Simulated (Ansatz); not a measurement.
```yaml
crystal:
  lattice:
    - [7.61659, 0.00000, 0.00000]
    - [0.00000, 7.61659, 0.00000]
    - [0.00000, 0.00000, 7.61659]
  atoms:
    - { symbol: Cd, position: [0.50000, 0.00000, 0.75000] }
    - { symbol: Cd, position: [0.75000, 0.50000, 0.00000] }
    - { symbol: Cd, position: [0.00000, 0.75000, 0.50000] }
    - { symbol: Cd, position: [0.50000, 0.00000, 0.25000] }
    - { symbol: Cd, position: [0.25000, 0.50000, 0.00000] }
    - { symbol: Cd, position: [0.00000, 0.25000, 0.50000] }
    - { symbol: Se, position: [0.00000, 0.50000, 0.75000] }
    - { symbol: Se, position: [0.75000, 0.00000, 0.50000] }
    - { symbol: Se, position: [0.50000, 0.75000, 0.00000] }
    - { symbol: Se, position: [0.00000, 0.50000, 0.25000] }
    - { symbol: Se, position: [0.25000, 0.00000, 0.50000] }
    - { symbol: Se, position: [0.50000, 0.25000, 0.00000] }
```

Space group Pm-3n; a structure generated by program, which may or may not match a known phase.

All numbers below come from DFT r2SCAN, scalar-relativistic, plane waves, PAW (Ansatz).

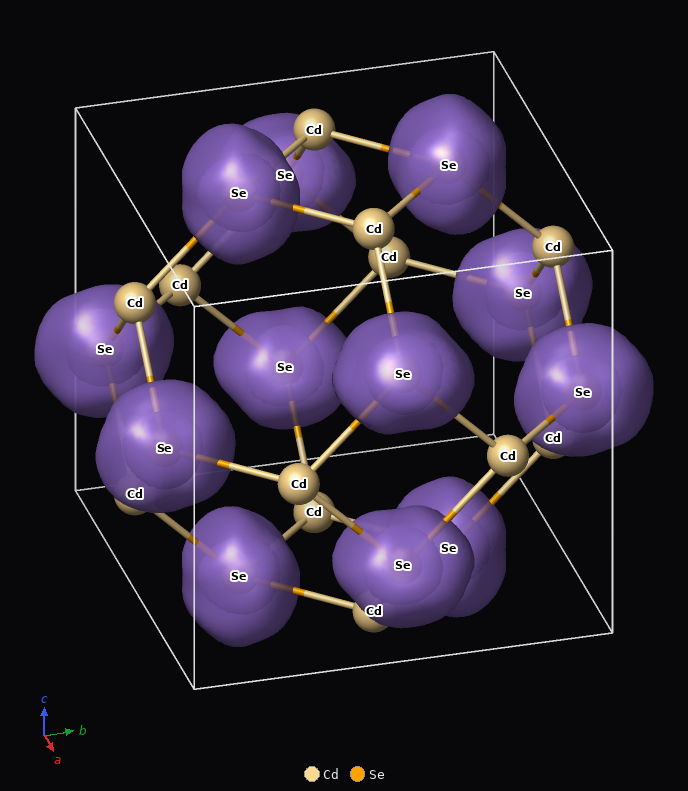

CdSe. Isosurface of the electron localisation function at 0.75 (purple), seen at an oblique angle. Core shells and regions of very low density are left out. Sticks mark near contacts.

Q: What do the ELF domains correspond to?

A: The surface consists of six regions wrapped around Se (the valence shell of each), counted in one cell of 12 atoms. Any copies at cell faces, edges or corners count once. Profiles from the grid: Cd–Se (2.69 Å): the ELF is about 0.40 at the midpoint and 0.15 at its lowest between the atoms.

Q: Does the calculation give a band gap?

A: It is gapped, with a Kohn–Sham gap of 1.1 eV on the k-point mesh, an upper bound to the gap of this method.
